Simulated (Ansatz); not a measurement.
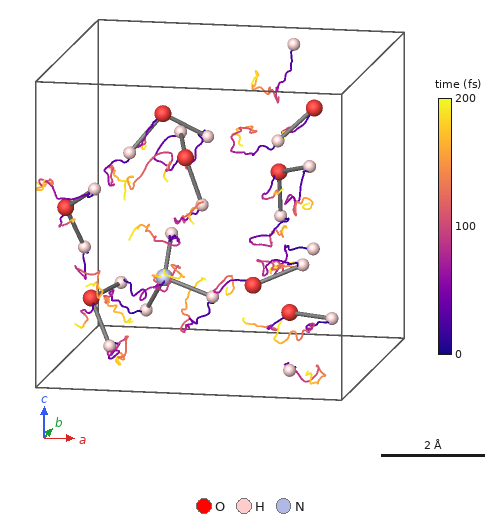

A Born-Oppenheimer molecular dynamics run of a periodic cell with 8 H2O + 1 NH3 at 1.199 g/cm³, 200 fs long. It starts from the last geometry of an earlier run, with fresh velocities. Lines trace each atom's path, coloured by time; spheres stand at the starting positions. Seen slightly off an axis in the simulation cell.

All numbers below come from DFT PBE-D3(BJ), scalar-relativistic, plane waves, PAW (Ansatz 0.2.0). Settings: plane-wave cutoff 420 eV; k-point mesh 1 × 1 × 1; Fermi-Dirac smearing 0.05 eV; low-accuracy preset; Langevin thermostat and barostat (NPT); set temperature 300 K; time step 0.5 fs; H given the mass 2.014 u; friction 0.02 per fs; target pressure 10 GPa.

> Describe the motion.

In the second half of the run the atoms are, in the root-mean-square, this far from where they began (common drift taken out): H 0.69 Å, O 0.39 Å, N 0.20 Å. The heavy atoms stay within a fraction of a molecule's size of their starting places, while the hydrogen atoms travel further, as molecules turn; so short a run doesn't tell a liquid from a solid. Bond changes: 2 H–O bonds break between 56 fs and 126 fs. Over the second half the temperature averages 347 K (spread ±45 K). The potential energy in the second half lies on average 52.6 meV per atom above the first frame. The mean pressure there is 9.1 GPa. The volume ends −26.0 % from the start.

Limits of the set-up: the program's low-accuracy preset was used; masses were changed (H 2.014 u), which shifts the vibrations; the periodic images lie only 6.1 Å apart, so the values are limited by the cell's size.

The run took 3 min on 1 thread of AMD EPYC 9R45 (Zen 5) (shared host), peak memory 0.43 GiB.
